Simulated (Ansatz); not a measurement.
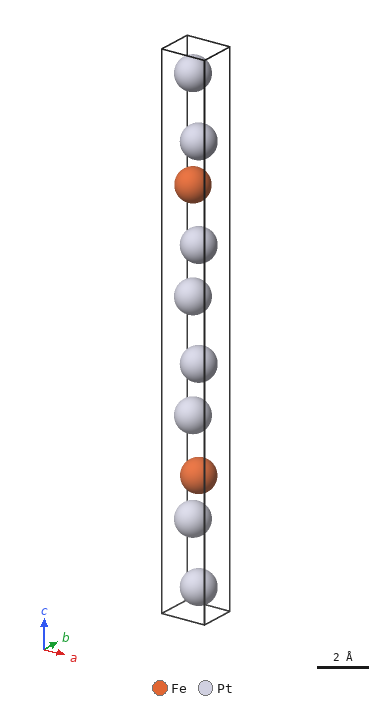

Structure drawing (spheres-only), viewed slightly off an axis. Lines trace the edges of the conventional unit cell. Cell: a = 2.75 Å, b = 2.75 Å, c = 23.07 Å, α = 90.00°, β = 90.00°, γ = 120.00°.

Origin of the cell: a structure type filled with these elements by a generator (whether the compound takes this form wasn't checked). Earlier steps of the study may have refined or changed the cell and positions. A calculation with Ansatz used it as input.

### Caption:

It has the composition FePt4. The lattice is primitive hexagonal and the space group P6_3/mmc (No. 194). Counting shared atoms by their share gives 2 Fe, 8 Pt, or 10 atoms. Fe is linked to six Fe and six Pt in an anticuboctahedral arrangement (about 2.8 Å to Fe, 2.6 Å to Pt). Pt takes two kinds of site: 4f with twelve Pt in an anticuboctahedral arrangement at about 2.8 to 2.9 Å; 4f with nine Pt and three Fe in a distorted anticuboctahedral arrangement (about 2.8 to 2.9 Å to Pt, 2.6 Å to Fe).

All computed values are from DFT PBE, scalar-relativistic, plane waves, PAW in Ansatz 0.2.0. Settings: a kinetic-energy cutoff of 420 eV, k-grid 18×18×2, Gaussian smearing of 0.1 eV, collinear spins.

### Which atoms carry magnetic moments in this run, and how do they order?

The state reached is ferromagnetic. Sizes: Fe 3.0 μB and Pt 0.3 μB; net moment 7.4 μB in the run's cell of 10 atoms.

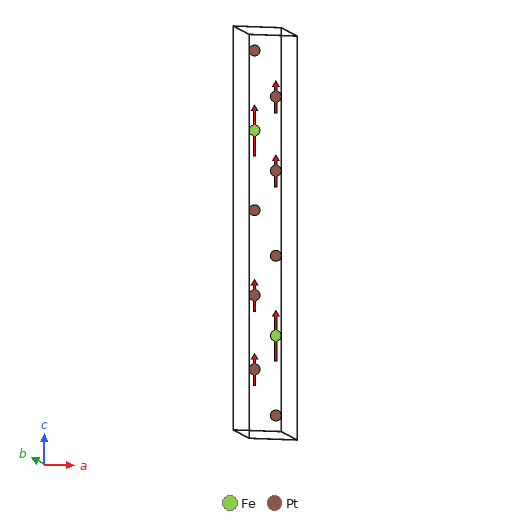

Site moments above 0.25 μB as arrows, small induced ones on non-metal atoms left out (red along the largest or up, blue against, purple across). The run's cell of 10 atoms is drawn.

### Is it conducting or gapped at this level?

A metal: bands cross the Fermi level.

### Give the Bader charge of each element.

Fe +0.60 e; Pt -0.27 to -0.03 e.

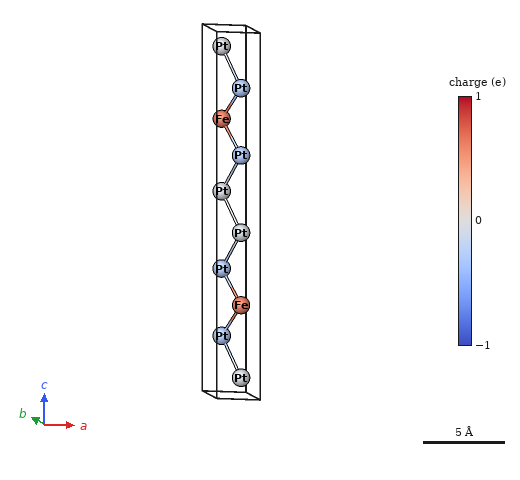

The atoms coloured by those charges. The run's cell of 10 atoms is drawn.

### Is this an equilibrium geometry for the method given?

Yes. All forces vanish to within 0.01 eV/Å. The pressure is 0.0 GPa, close to zero.
